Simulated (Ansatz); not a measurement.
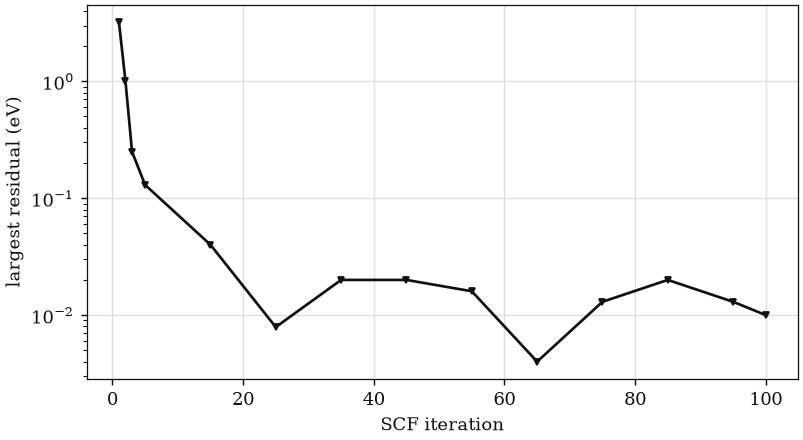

The plot shows the SCF iterations of a calculation: largest residual. Only some iterations were kept.

System: Si (P1, 7 atoms in the cell).
Method: DFT, PBE, norm-conserving potentials, plane waves, scalar-relativistic in Ansatz development build ahead of 0.2.0; cutoff 489.8 eV, 2×2×2 k-mesh, fixed occupations.
Setting under test: default search for lower states.

**How did this run end?**

The run gave up at step 100 without converging. The residual stalls around 0.01 from about step 25 on.

**What is the residual at the start and at the end?**

It starts near 3 and ends near 0.01 eV.
